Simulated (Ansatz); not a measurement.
Input structure:

```yaml
crystal:
  lattice:
    - [3.25153, 0.00000, 0.00000]
    - [0.00000, 5.49623, 0.00000]
    - [0.00000, 0.00000, 14.79897]
  atoms:
    - { symbol: W, position: [0.00000, 0.33243, 0.25000] }
    - { symbol: W, position: [0.00000, 0.66757, 0.75000] }
    - { symbol: S, position: [0.00000, 0.33277, 0.64442] }
    - { symbol: S, position: [0.00000, 0.66723, 0.14442] }
    - { symbol: S, position: [0.00000, 0.33277, 0.85558] }
    - { symbol: S, position: [0.00000, 0.66723, 0.35558] }
    - { symbol: W, position: [0.50000, 0.83243, 0.25000] }
    - { symbol: W, position: [0.50000, 0.16757, 0.75000] }
    - { symbol: S, position: [0.50000, 0.83277, 0.64442] }
    - { symbol: S, position: [0.50000, 0.16723, 0.14442] }
    - { symbol: S, position: [0.50000, 0.83277, 0.85558] }
    - { symbol: S, position: [0.50000, 0.16723, 0.35558] }
```

Characterise the structure given above.

The formula is WS₂. The lattice is base-centred orthorhombic and the space group Cmcm (No. 63). Atoms per cell: 12 (4 W, 8 S). Around each W lie six S in a trigonal prismatic arrangement at 2.41 to 2.43 Å. The coordination shell of S holds three W in a trigonal pyramidal arrangement at 2.41 to 2.43 Å. Not all metal-metal contacts are counted. The bonds build WS2 layers parallel to (001).

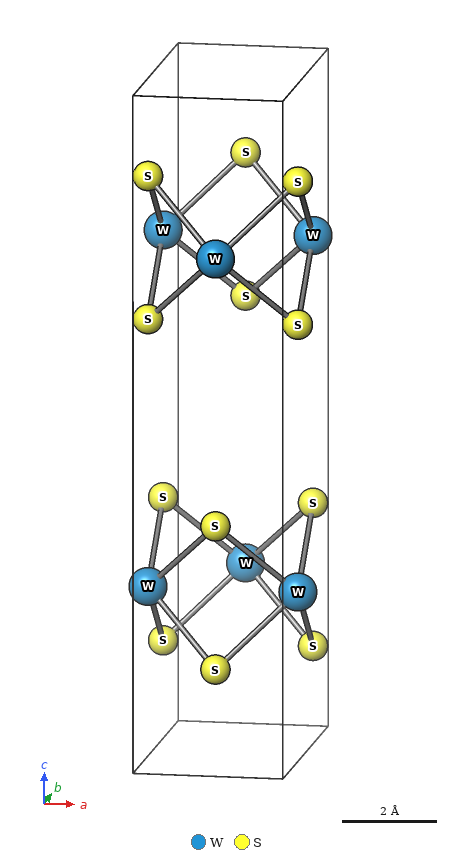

Shown here is a ball-and-stick view of the crystal, taken slightly off an axis. The frame is the conventional unit cell; atoms at its boundary are shown with their periodic copies.

The initial geometry was a structure listed in the Materials Project. The cell was then strained or its atoms displaced on purpose. A calculation with Ansatz used it as input.
